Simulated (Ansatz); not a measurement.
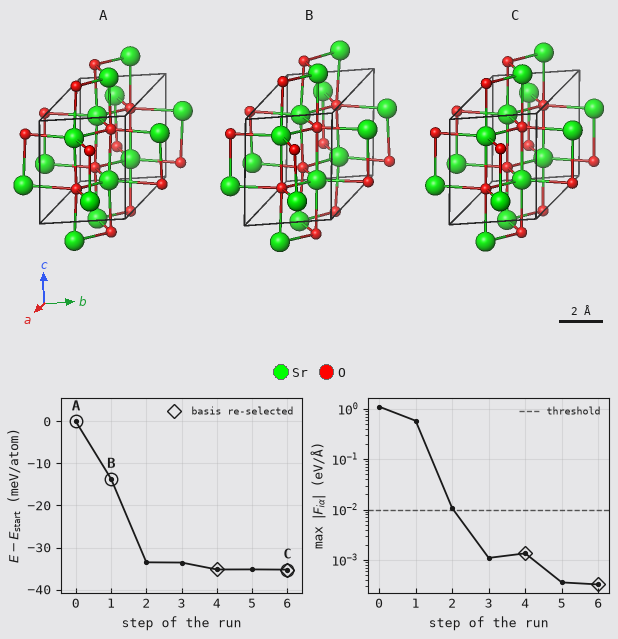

Frames of a relaxation of crystalline SrO (built on the h-MgO (five-fold) type), marked on the history of the run. The picture is a ball-and-stick view of the cell of the calculation, seen slightly off an axis.

Case: shaken.

Level of theory: Ansatz, DFT, PBEsol, plane waves, PAW. (plane-wave cutoff 420 eV; k-point mesh 6 × 6 × 4; occupations fermi dirac; smearing width 0.05 eV; no spin polarisation; cell and atoms relaxed; force threshold 0.01 eV/Å; at most 120 steps)

Q: Describe the path.

A: Over 4 accepted moves (6 points after the start) the energy falls by 35.3 meV per atom. The largest force component goes from 1.1 to 0.00033 eV/Å. The pressure goes from 3.48 to 0.01 GPa. The SCF was repeated twice at an unchanged geometry on a basis and grid sized afresh for the cell, which shifted the energy by 1.7 meV per atom at most. The atom that moves furthest relative to the cell is a Sr atom (0.10 Å roughly along [−1 3 −1]). Largest moves by element: Sr 0.10 Å, O 0.06 Å. The drawn cell changes as follows: a 8.441 → 8.471 Å (+0.4 %), b 4.175 → 4.233 Å (+1.4 %), c 4.986 → 5.109 Å (+2.5 %), α 91.0° → 90.0°, β 89.4° → 90.0°, γ 118.9° → 119.9°; the volume changes by +3.1 %. Some distances before and after: O–Sr 2.255 → 2.445 Å, Sr–Sr 3.351 → 3.536 Å, O–Sr 2.320 → 2.445 Å, Sr–Sr 3.413 → 3.536 Å. Bond angles that change, for instance: O–Sr–O 174.8° → 180.0°, Sr–O–Sr 174.8° → 180.0°, Sr–O–Sr 116.5° → 120.1°. The space group (tolerance 0.01 Å) goes from P1 (No. 1) to P6_3/mmc (No. 194). From step 0 to 1: a Sr atom moves most (0.20 Å), volume +4.9 %, energy −13.7 meV per atom. From step 1 to 6: O atoms move most (0.11 Å), volume −1.7 %, energy −21.6 meV per atom.

```json
{"step": "0", "E − E(0), meV/atom": "0.00", "largest force component, eV/Å": "1.1030", "pressure, GPa": "3.48", "volume, Å³/atom": "19.237", "note": ""}
{"step": "1", "E − E(0), meV/atom": "-13.67", "largest force component, eV/Å": "0.5790", "pressure, GPa": "-1.60", "volume, Å³/atom": "20.177", "note": ""}
{"step": "2", "E − E(0), meV/atom": "-33.53", "largest force component, eV/Å": "0.0107", "pressure, GPa": "0.00", "volume, Å³/atom": "19.815", "note": ""}
{"step": "3", "E − E(0), meV/atom": "-33.58", "largest force component, eV/Å": "0.0011", "pressure, GPa": "-0.01", "volume, Å³/atom": "19.813", "note": ""}
{"step": "4", "E − E(0), meV/atom": "-35.23", "largest force component, eV/Å": "0.0014", "pressure, GPa": "0.13", "volume, Å³/atom": "19.813", "note": "same geometry, new basis"}
{"step": "5", "E − E(0), meV/atom": "-35.21", "largest force component, eV/Å": "0.0004", "pressure, GPa": "0.01", "volume, Å³/atom": "19.842", "note": ""}
{"step": "6", "E − E(0), meV/atom": "-35.27", "largest force component, eV/Å": "0.0003", "pressure, GPa": "0.01", "volume, Å³/atom": "19.842", "note": "same geometry, new basis"}
```
